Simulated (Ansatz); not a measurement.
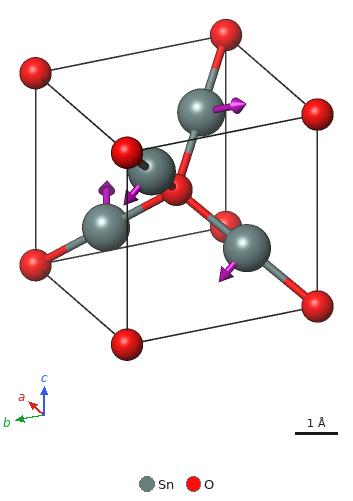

The lowest optical mode of a crystal of Sn$_{2}$O (a generated structure), space group Pn-3m (No. 224), at the zone centre. Displacements are drawn as purple arrows; their common scale and sign are arbitrary. Style: ball-and-stick. Shown: the cell of the calculation, from a free direction.

All numbers below come from DFT PBEsol, scalar-relativistic, plane waves, PAW (Ansatz).

Input
```yaml
crystal:
  lattice:
    - [5.1134199137, 0.0, 0.0]
    - [0.0, 5.1134199137, 0.0]
    - [0.0, 0.0, 5.1134199137]
  atoms:
    - { symbol: Sn, position: [0.25, 0.25, 0.25] }
    - { symbol: Sn, position: [0.75, 0.75, 0.25] }
    - { symbol: Sn, position: [0.25, 0.75, 0.75] }
    - { symbol: Sn, position: [0.75, 0.25, 0.75] }
    - { symbol: O, position: [0.0, 0.0, 0.0] }
    - { symbol: O, position: [0.5, 0.5, 0.5] }
basis:
  ecutwfc: 420
kpoints:
  mp_grid: { grid: [8, 8, 8] }
hamiltonian:
  xc: pbesol
scf:
  occupations: { method: fermi_dirac, width: 0.15 }
output:
  eigenvalues: true
phonons:
  method: dfpt
  eigenvectors: true
  qmesh: [2, 2, 2]
  temperatures: { t_max: 1000, t_step: 100 }
  qpath:
    path:
      - [[0.0, 0.0, 0.0], [0.0, 0.5, 0.0], [0.5, 0.5, 0.0], [0.0, 0.0, 0.0], [0.5, 0.5, 0.5], [0.0, 0.5, 0.0]]
      - [[0.5, 0.5, 0.5], [0.5, 0.5, 0.0]]
    npoints: 8
```

Run as
```bash
ansatz run input.yaml --threads 4 --pin off --max-ram 12288MiB --backend cpu --events-out ev --progress --plain --runs-dir out
```

The frequencies depend somewhat on the k-mesh and the smearing.

Is this crystal at a minimum with respect to the drawn distortion?

Answer. No. This is the T₂u mode (triply degenerate; one member of the set is drawn) at 36i cm⁻¹, the lowest optical level, silent by symmetry (neither infrared- nor Raman-active). The O atoms stay at rest; atoms of one kind move against one another, with no net shift of their sublattice; the O–Sn bond lengths don't change to first order, so for these it is a bending, tilting or sliding motion. The frequency is imaginary, so the structure is unstable against this distortion. Freezing in the drawn pattern lowers the space group from Pn-3m to Aem2 (No. 39).
